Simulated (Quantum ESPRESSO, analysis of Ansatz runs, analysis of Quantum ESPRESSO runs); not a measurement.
## Local vibrational mode of the Li-H pair in ZnO (PBE) (Quantum ESPRESSO)

Aim: the local vibrational mode of the Li-H pair in ZnO, to be set beside the measurement. Set-up: PBE, GBRV 1.5 PBE, 72-site cell, measured lattice, k: the zone centre alone. The model is a cell of 72 host atoms with Li put on another atom's site and H put in between. The frequencies come from force constants among the defect atom and its neighbours, with the masses of the isotopes named. The measured lattice removes the functional's error in the volume.

What was measured. O-H stretch, 1H: 3577.3 cm⁻¹ at 10 K, by IR absorption (quoted in “Hydrogen-related defects in hydrothermally grown ZnO studied by Fourier Transform Infrared Spectroscopy”, 2010, Halvard Haug, quoting earlier work (2006)). O-D stretch, 2H: 2644.4 cm⁻¹, by IR absorption (quoted in “Hydrogen-related defects in hydrothermally grown ZnO studied by Fourier Transform Infrared Spectroscopy”, 2010, Halvard Haug, quoting earlier work (2006)). The runs below try to reproduce this.

Calculated with Quantum ESPRESSO 7.5; Quantum ESPRESSO plane-wave DFT, PBE, GBRV 1.5 PBE potentials; relaxation of all atoms of a defect supercell.

**1. The starting structure**

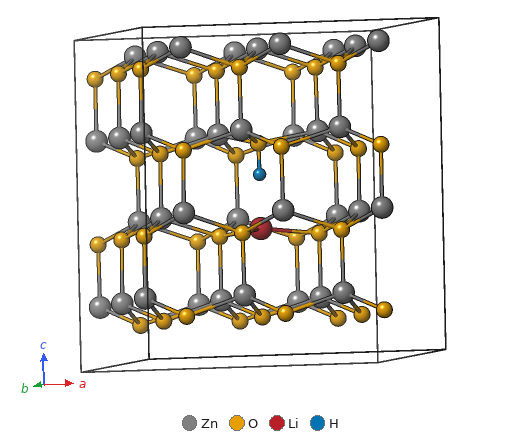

The cell as given, slightly off an axis (zinc grey, oxygen orange, lithium red, hydrogen blue).

The cell holds 73 atoms: 35 Zn, 36 O, 1 Li and 1 H. Its edges and angles: a = 9.748 Å, b = 9.748 Å, c = 10.411 Å, α = 90.0°, β = 90.0°, γ = 120.0°. It derives from ZnO (space group P6_3mc). Nearest the centre at fractional (0.556, 0.444, 0.559): H73 at 0.65 Å, Li38 at 1.05 Å, O39 at 1.62 Å, O36 at 2.24 Å, O60 at 2.24 Å, O28 at 2.25 Å, Zn37 at 2.73 Å, Zn29 at 2.74 Å.

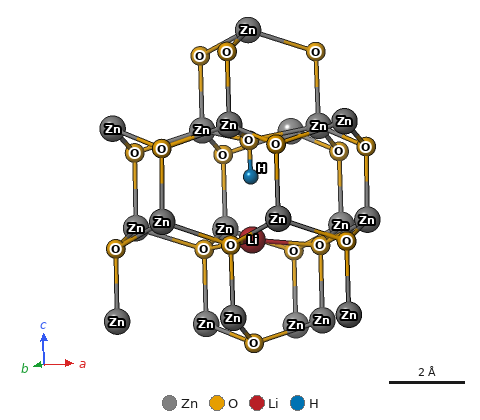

The atoms within 5 Å of the centre.

The host's primitive cell comes from a first run (Quantum ESPRESSO plane-wave DFT, PBE, GBRV 1.5 PBE potentials; relaxation of all atoms of a defect-free cell): vectors of 3.249, 3.249 and 5.206 Å. That is 11.90 Å³ an atom. The supercell is built on it.

**2. Relaxation, charge 0**

Every later number rests on the structure around the defect, so the atoms are relaxed at the host's lattice first.

The input, pw.in:

```
&CONTROL
  calculation = 'relax'
  prefix = 'pwscf'
  outdir = './tmp'
  pseudo_dir = './pseudo'
  tprnfor = .true.
  disk_io = 'low'
  nstep = 70
  forc_conv_thr = 0.00039
  etot_conv_thr = 0.0001
/
&SYSTEM
  ibrav = 0
  nat = 73
  ntyp = 4
  ecutwfc = 45
  ecutrho = 360
  nbnd = 464
  occupations = 'smearing'
  smearing = 'fd'
  degauss = 0.00073499
  nosym = .true.
/
&ELECTRONS
  conv_thr = 7d-08
  electron_maxstep = 100
  mixing_beta = 0.5
/
&IONS
  ion_dynamics = 'bfgs'
/
ATOMIC_SPECIES
Zn    65.3800 zn_pbe_v1.uspp.F.UPF
O     15.9990 o_pbe_v1.2.uspp.F.UPF
Li     6.9400 li_pbe_v1.4.uspp.F.UPF
H      1.0080 h_pbe_v1.4.uspp.F.UPF
CELL_PARAMETERS angstrom
   9.7479240000    0.0000000000    0.0000000000
  -4.8739620000    8.4419499000    0.0000000000
   0.0000000000    0.0000000000   10.4114180000
ATOMIC_POSITIONS crystal
Zn     0.1105257702    0.2212024980    0.2512220421
Zn     0.2217460529    0.1127222479    0.0002267097
O      0.2232717083    0.1098936680    0.1894628916
O      0.1118052578    0.2240912311    0.4388566159
Zn     0.1088811894    0.2206411401    0.7490095298
Zn     0.2208905330    0.1097015166    0.5009176000
O      0.2238533223    0.1104690848    0.6897350788
O      0.1113501159    0.2232498601    0.9417270476
Zn     0.1094864999    0.5537993038    0.2484061581
Zn     0.2203261920    0.4425864196   -0.0012854709
O      0.2228981273    0.4448874040    0.1881769312
O      0.1119417915    0.5541113005    0.4404682712
Zn     0.1119782042    0.5560121893    0.7477020132
Zn     0.2216806682    0.4431119536    0.4979055326
O      0.2221197147    0.4437028076    0.6918224754
O      0.1129927065    0.5563456390    0.9411741193
Zn     0.1109000321    0.8870155635    0.2504494441
Zn     0.2207976999    0.7760360207   -0.0017049592
O      0.2208785686    0.7763975942    0.1885790185
O      0.1088959580    0.8882556626    0.4394988958
Zn     0.1112940054    0.8894883179    0.7513448070
Zn     0.2224721830    0.7758625309    0.4994773497
O      0.2216784411    0.7781929246    0.6917709778
O      0.1106756677    0.8895104804    0.9382984789
Zn     0.4458748599    0.2228100095    0.2510162192
Zn     0.5565949556    0.1109252911    0.0010844007
O      0.5568512753    0.1111265623    0.1885201967
O      0.4429382801    0.2225561154    0.4389370364
Zn     0.4452701978    0.2207176609    0.7493520487
Zn     0.5564499780    0.1134526134    0.4993531993
O      0.5539508554    0.1102944468    0.6914285694
O      0.4437024932    0.2214970102    0.9382215021
Zn     0.4434783995    0.5533699932    0.2487577304
Zn     0.5565647206    0.4431247692   -0.0008318247
O      0.5547035764    0.4423984082    0.1909705255
O      0.4425376036    0.5539875276    0.4409995359
Zn     0.4445487904    0.5569590263    0.7480465560
Li     0.5564839065    0.4460484779    0.4576765255
O      0.5533763675    0.4438603132    0.7146140376
O      0.4424172516    0.5534803595    0.9400346995
Zn     0.4441570775    0.8867086885    0.2494760564
Zn     0.5566053292    0.7771037003    0.0007954965
O      0.5563469480    0.7779663047    0.1918156380
O      0.4443615969    0.8874270806    0.4386308574
Zn     0.4464815560    0.8898118992    0.7504661876
Zn     0.5557424768    0.7759711252    0.4987808853
O      0.5543939294    0.7785747586    0.6910826197
O      0.4440173988    0.8867004348    0.9396266674
Zn     0.7796641721    0.2243871629    0.2492843706
Zn     0.8880799313    0.1090938363    0.0004793757
O      0.8903530173    0.1134286209    0.1897374459
O      0.7774311088    0.2238711608    0.4391786652
Zn     0.7787352346    0.2243594705    0.7486672836
Zn     0.8896097790    0.1126866370    0.4980563145
O      0.8896458476    0.1109123340    0.6882772459
O      0.7768136884    0.2198666201    0.9400596178
Zn     0.7793158903    0.5556053032    0.2481929721
Zn     0.8869826313    0.4436937951   -0.0016352038
O      0.8908620672    0.4455102528    0.1889548388
O      0.7784093841    0.5572399248    0.4413518424
Zn     0.7801148230    0.5568479730    0.7497824582
Zn     0.8888893090    0.4425081987    0.5001243658
O      0.8903508478    0.4445206546    0.6886337304
O      0.7761778146    0.5552576231    0.9413519092
Zn     0.7794654400    0.8909685370    0.2487976380
Zn     0.8909437697    0.7784667455   -0.0014124157
O      0.8866769576    0.7771142963    0.1905647907
O      0.7772897350    0.8869631195    0.4410421932
Zn     0.7756645776    0.8869466160    0.7492315829
Zn     0.8911108016    0.7791822019    0.5000968862
O      0.8879829183    0.7755276725    0.6894503050
O      0.7756988620    0.8869094370    0.9402876695
H      0.5555487425    0.4438653562    0.6207834089
K_POINTS gamma
```

Command:

```
> OMP_NUM_THREADS=1 mpirun -n 8 pw.x -in pw.in > pw.out
```

The program printed:

```text
[shortened: banners, details of potentials and solvers, and blank lines are left out]
     gamma-point specific algorithms are used
     one sub-group per band group will be used
     scalapack distributed-memory algorithm (size of sub-group:  2*  2 procs)
     bravais-lattice index     =            0
     lattice parameter (alat)  =      18.4209  a.u.
     unit-cell volume          =    5781.7777 (a.u.)^3
     number of atoms/cell      =           73
     number of atomic types    =            4
     number of electrons       =       920.00
     number of Kohn-Sham states=          464
     kinetic-energy cutoff     =      45.0000  Ry
     charge density cutoff     =     360.0000  Ry
     scf convergence threshold =      7.0E-08
     mixing beta               =       0.5000
     number of iterations used =            8  plain     mixing
     energy convergence thresh.=      1.0E-04
     force convergence thresh. =      3.9E-04
     Exchange-correlation=  SLA  PW   PBX  PBC
                           (   1   4   3   4   0   0   0)
     nstep                     =           70
     crystal axes: (cart. coord. in units of alat)
               a(1) = (   1.000000   0.000000   0.000000 )
               a(2) = (  -0.500000   0.866025   0.000000 )
               a(3) = (   0.000000   0.000000   1.068065 )
     PseudoPot. # 1 for Zn read from file:
     zn_pbe_v1.uspp.F.UPF
     Pseudo is Ultrasoft, Zval = 20.0
[...]
PseudoPot. # 2 for O  read from file:
     o_pbe_v1.2.uspp.F.UPF
     Pseudo is Ultrasoft + core correction, Zval =  6.0
[...]
PseudoPot. # 3 for Li read from file:
     li_pbe_v1.4.uspp.F.UPF
     Pseudo is Ultrasoft, Zval =  3.0
     PseudoPot. # 4 for H  read from file:
     h_pbe_v1.4.uspp.F.UPF
     Pseudo is Ultrasoft, Zval =  1.0
     atomic species   valence    mass     pseudopotential
     Zn               20.00    65.38000     Zn( 1.00)
     O                 6.00    15.99900     O ( 1.00)
     Li                3.00     6.94000     Li( 1.00)
     H                 1.00     1.00800     H ( 1.00)
     No symmetry found
     site n.     atom                  positions (alat units)
         1        Zn     tau(   1) = (  -0.0000755   0.1915670   0.2683215  )
         2        Zn     tau(   2) = (   0.1653849   0.0976203   0.0002421  )
         3        O      tau(   3) = (   0.1683249   0.0951707   0.2023587  )
         4        O      tau(   4) = (  -0.0002404   0.1940687   0.4687275  )
         5        Zn     tau(   5) = (  -0.0014394   0.1910808   0.7999910  )
         6        Zn     tau(   6) = (   0.1660398   0.0950043   0.5350126  )
         7        O      tau(   7) = (   0.1686188   0.0956690   0.7366820  )
         8        O      tau(   8) = (  -0.0002748   0.1933401   1.0058258  )
[...]
number of k points=     1  Fermi-Dirac smearing, width (Ry)=  0.0007
                       cart. coord. in units 2pi/alat
        k(    1) = (   0.0000000   0.0000000   0.0000000), wk =   2.0000000
     Dense  grid:   333573 G-vectors     FFT dimensions: ( 120, 120, 120)
     Smooth grid:   117880 G-vectors     FFT dimensions: (  80,  80,  90)
     Check: negative core charge=   -0.000002
     starting charge     919.5443, renormalised to     920.0000
     Self-consistent Calculation
     iteration #  1     ecut=    45.00 Ry     beta= 0.50
     total energy              =  -17328.56568058 Ry
     estimated scf accuracy    <      16.92031682 Ry
     iteration #  2     ecut=    45.00 Ry     beta= 0.50
     total energy              =  -17333.40822525 Ry
     estimated scf accuracy    <       7.62887976 Ry
     iteration #  3     ecut=    45.00 Ry     beta= 0.50
     total energy              =  -17334.80711147 Ry
     estimated scf accuracy    <       0.51996846 Ry
[...]
[... 155 further cycles ...]
[...]
estimated scf accuracy    <       0.00000031 Ry
     iteration #  4     ecut=    45.00 Ry     beta= 0.50
     total energy              =  -17334.93805973 Ry
     estimated scf accuracy    <       0.00000003 Ry
     iteration #  5     ecut=    45.00 Ry     beta= 0.50
     total energy              =  -17334.93805973 Ry
     estimated scf accuracy    <          6.3E-09 Ry
     iteration #  6     ecut=    45.00 Ry     beta= 0.50
     End of self-consistent calculation
          k = 0.0000 0.0000 0.0000 ( 14728 PWs)   bands (ev):
  -115.0522-115.0521-115.0512-114.9211-114.8317-114.8312-114.8301-114.8299
  -114.8297-114.8295-114.8234-114.8228-114.8226-114.8134-114.8121-114.8116
  -114.8104-114.8053-114.8015-114.8012-114.8006-114.7968-114.7964-114.7964
  -114.7753-114.7749-114.7747-114.7257-114.6919-114.6424-114.6418-114.6417
  -114.6414-114.6411-114.6409 -69.2887 -69.2882 -69.2874 -69.2334 -69.2332
   -69.2323 -69.2275 -69.2273 -69.2265 -69.1199 -69.1199 -69.1153 -69.0355
   -69.0350 -69.0341 -69.0339 -69.0336 -69.0333 -69.0277 -69.0271 -69.0261
   -69.0258 -69.0258 -69.0253 -69.0251 -69.0251 -69.0249 -69.0248 -69.0246
   -69.0245 -69.0235 -69.0234 -69.0232 -69.0229 -69.0228 -69.0226 -69.0213
   -69.0207 -69.0204 -69.0168 -69.0160 -69.0156 -69.0094 -69.0079 -69.0072
   -69.0071 -69.0068 -69.0063 -69.0050 -69.0044 -69.0041 -69.0034 -69.0021
   -69.0019 -68.9988 -68.9987 -68.9986 -68.9983 -68.9980 -68.9979 -68.9977
   -68.9971 -68.9966 -68.9956 -68.9948 -68.9942 -68.9929 -68.9924 -68.9922
[...]
the Fermi energy is     8.9841 ev
!    total energy              =  -17334.93805973 Ry
     estimated scf accuracy    <          3.8E-10 Ry
     smearing contrib. (-TS)   =      -0.00000000 Ry
     internal energy E=F+TS    =  -17334.93805973 Ry
     The total energy is F=E-TS. E is the sum of the following terms:
     one-electron contribution =  -14334.04774670 Ry
     hartree contribution      =    7549.32957978 Ry
     xc contribution           =   -1748.76267091 Ry
     ewald contribution        =   -8801.45722191 Ry
     convergence has been achieved in   6 iterations
     Forces acting on atoms (cartesian axes, Ry/au):
     atom    1 type  1   force =     0.00009590    0.00009480    0.00000314
     atom    2 type  1   force =     0.00011487    0.00018956    0.00011728
     atom    3 type  2   force =    -0.00001056   -0.00013725   -0.00005712
     atom    4 type  2   force =    -0.00003517    0.00018427   -0.00017422
     atom    5 type  1   force =    -0.00017657    0.00001201    0.00007352
     atom    6 type  1   force =    -0.00004386   -0.00022831    0.00010560
     atom    7 type  2   force =     0.00013032    0.00003944   -0.00001166
     atom    8 type  2   force =     0.00008461    0.00008956   -0.00000459
[...]
Total force =     0.001840     Total SCF correction =     0.000087
     Energy error            =      7.6E-06 Ry
     Gradient error          =      5.8E-04 Ry/Bohr
     number of scf cycles    =  24
     number of bfgs steps    =  23
     energy             old  =  -17334.9380521383 Ry
     energy             new  =  -17334.9380597341 Ry
     CASE: energy            _new < energy            _old
     new trust radius        =       0.0025211008 bohr
     new conv_thr            =       0.0000000007 Ry
ATOMIC_POSITIONS (crystal)
Zn               0.1105326588        0.2215766297        0.2513967806
Zn               0.2204142192        0.1096824024        0.0000688780
O                0.2202255311        0.1096073436        0.1895634555
O                0.1108759957        0.2217853458        0.4410351446
Zn               0.1104418046        0.2215428828        0.7492044945
Zn               0.2276950571        0.1149465839        0.4983556681
O                0.2225475660        0.1114664621        0.6901875519
O                0.1108186566        0.2216980968        0.9395649505
[...]
Check: negative core charge=   -0.000002
     Self-consistent Calculation
     iteration #  1     ecut=    45.00 Ry     beta= 0.50
     total energy              =  -17334.93806423 Ry
     estimated scf accuracy    <       0.00000312 Ry
     iteration #  2     ecut=    45.00 Ry     beta= 0.50
     total energy              =  -17334.93806458 Ry
     estimated scf accuracy    <       0.00000043 Ry
     iteration #  3     ecut=    45.00 Ry     beta= 0.50
     total energy              =  -17334.93806466 Ry
     estimated scf accuracy    <       0.00000013 Ry
     iteration #  4     ecut=    45.00 Ry     beta= 0.50
     total energy              =  -17334.93806468 Ry
     estimated scf accuracy    <       0.00000001 Ry
     iteration #  5     ecut=    45.00 Ry     beta= 0.50
     total energy              =  -17334.93806468 Ry
     estimated scf accuracy    <          3.1E-09 Ry
     iteration #  6     ecut=    45.00 Ry     beta= 0.50
     End of self-consistent calculation
          k = 0.0000 0.0000 0.0000 ( 14728 PWs)   bands (ev):
  -115.0520-115.0516-115.0515-114.9194-114.8311-114.8308-114.8299-114.8297
  -114.8296-114.8295-114.8229-114.8228-114.8226-114.8144-114.8135-114.8132
  -114.8111-114.8054-114.8008-114.8007-114.8002-114.7972-114.7970-114.7967
  -114.7755-114.7751-114.7750-114.7264-114.6920-114.6421-114.6420-114.6413
  -114.6411-114.6406-114.6404 -69.2882 -69.2878 -69.2876 -69.2333 -69.2327
   -69.2326 -69.2273 -69.2268 -69.2267 -69.1182 -69.1182 -69.1136 -69.0349
   -69.0346 -69.0339 -69.0336 -69.0335 -69.0333 -69.0271 -69.0266 -69.0258
   -69.0257 -69.0256 -69.0255 -69.0251 -69.0250 -69.0248 -69.0247 -69.0246
   -69.0245 -69.0242 -69.0242 -69.0235 -69.0231 -69.0229 -69.0227 -69.0209
   -69.0207 -69.0204 -69.0165 -69.0158 -69.0156 -69.0100 -69.0089 -69.0081
   -69.0080 -69.0079 -69.0078 -69.0049 -69.0037 -69.0035 -69.0031 -69.0023
   -69.0021 -68.9997 -68.9989 -68.9987 -68.9984 -68.9983 -68.9982 -68.9980
   -68.9978 -68.9975 -68.9950 -68.9942 -68.9938 -68.9934 -68.9929 -68.9927
[...]
the Fermi energy is     8.9837 ev
!    total energy              =  -17334.93806468 Ry
     estimated scf accuracy    <          2.1E-10 Ry
     smearing contrib. (-TS)   =      -0.00000000 Ry
     internal energy E=F+TS    =  -17334.93806468 Ry
     The total energy is F=E-TS. E is the sum of the following terms:
     one-electron contribution =  -14333.92849944 Ry
     hartree contribution      =    7549.26972887 Ry
     xc contribution           =   -1748.76242023 Ry
     ewald contribution        =   -8801.51687388 Ry
     convergence has been achieved in   6 iterations
     Forces acting on atoms (cartesian axes, Ry/au):
     atom    1 type  1   force =     0.00006605    0.00007919   -0.00001453
     atom    2 type  1   force =     0.00004632    0.00011847    0.00004502
     atom    3 type  2   force =     0.00000856   -0.00011471   -0.00003379
     atom    4 type  2   force =    -0.00002360    0.00013140   -0.00014287
     atom    5 type  1   force =    -0.00011506   -0.00000225    0.00017630
     atom    6 type  1   force =    -0.00001911   -0.00017774    0.00010791
     atom    7 type  2   force =     0.00009180    0.00006448    0.00003229
     atom    8 type  2   force =     0.00006115    0.00004477   -0.00003887
[...]
Total force =     0.001407     Total SCF correction =     0.000055
     Energy error            =      4.9E-06 Ry
     Gradient error          =      2.6E-04 Ry/Bohr
     bfgs converged in  25 scf cycles and  24 bfgs steps
     (criteria: energy <  1.0E-04 Ry, force <  3.9E-04 Ry/Bohr)
     End of BFGS Geometry Optimization
     Final energy             =  -17334.9380646839 Ry
Begin final coordinates
ATOMIC_POSITIONS (crystal)
Zn               0.1105326588        0.2215766297        0.2513967806
Zn               0.2204142192        0.1096824024        0.0000688780
O                0.2202255311        0.1096073436        0.1895634555
O                0.1108759957        0.2217853458        0.4410351446
Zn               0.1104418046        0.2215428828        0.7492044945
Zn               0.2276950571        0.1149465839        0.4983556681
O                0.2225475660        0.1114664621        0.6901875519
O                0.1108186566        0.2216980968        0.9395649505
[...]
End final coordinates
   JOB DONE.
```

The job ended after 40 min (8 MPI ranks of Arm Neoverse N1, shared host; peak memory 2.8 GiB).

The steps of the relaxation (22 of 25):

| step | energy less that of the first step (eV) |
| --- | --- |
| 0 | 0.0000 |
| 1 | -0.3393 |
| 2 | -0.5657 |
| 3 | -0.6700 |
| 5 | -0.7326 |
| 6 | -0.7589 |
| 7 | -0.7731 |
| 8 | -0.7874 |
| 9 | -0.8015 |
| 10 | -0.8101 |
| 11 | -0.8164 |
| 13 | -0.8267 |
| 14 | -0.8299 |
| 15 | -0.8316 |
| 16 | -0.8324 |
| 17 | -0.8328 |
| 18 | -0.8330 |
| 19 | -0.8332 |
| 21 | -0.8335 |
| 22 | -0.8336 |
| 23 | -0.8337 |
| 24 | -0.8338 |

The atoms that moved most (Å):

| atom | dx | dy | dz | length |
| --- | --- | --- | --- | --- |
| Li38 | 0.001 | -0.014 | -0.433 | 0.433 |
| H73 | -0.003 | -0.003 | -0.140 | 0.140 |
| O39 | 0.019 | 0.001 | -0.135 | 0.136 |
| Zn34 | -0.015 | 0.008 | 0.109 | 0.111 |
| Zn37 | -0.069 | 0.029 | 0.075 | 0.106 |
| O35 | 0.000 | 0.015 | 0.101 | 0.102 |
| Zn29 | -0.014 | -0.079 | 0.062 | 0.102 |
| Zn61 | 0.060 | 0.030 | 0.056 | 0.087 |

The atoms nearest to the centre after the run:

| atom | distance (Å) |
| --- | --- |
| H73 | 0.506 |
| Li38 | 1.485 |
| O39 | 1.488 |
| O36 | 2.216 |
| O28 | 2.218 |
| O60 | 2.220 |
| Zn37 | 2.834 |
| Zn61 | 2.835 |
| Zn29 | 2.840 |

Neighbours of the added atoms: H73: O39 0.98, Li38 1.99, Zn29 2.49 Å.

(Continued in part 2 of 2.)

[Logs are printed without paths, hosts, clocks, repeated set-up lines and the standing remarks that a program may print on its own settings, such as how far it seeks lower states.]

[Hosts, paths, dates, database ids (printed as entryN), source tags and the programs' standing remarks are cut or masked in the printed files.]

[For some hosts the program warned that the k-mesh of the response run may be too coarse for force constants and the static dielectric constant; such warnings are not shown here.]
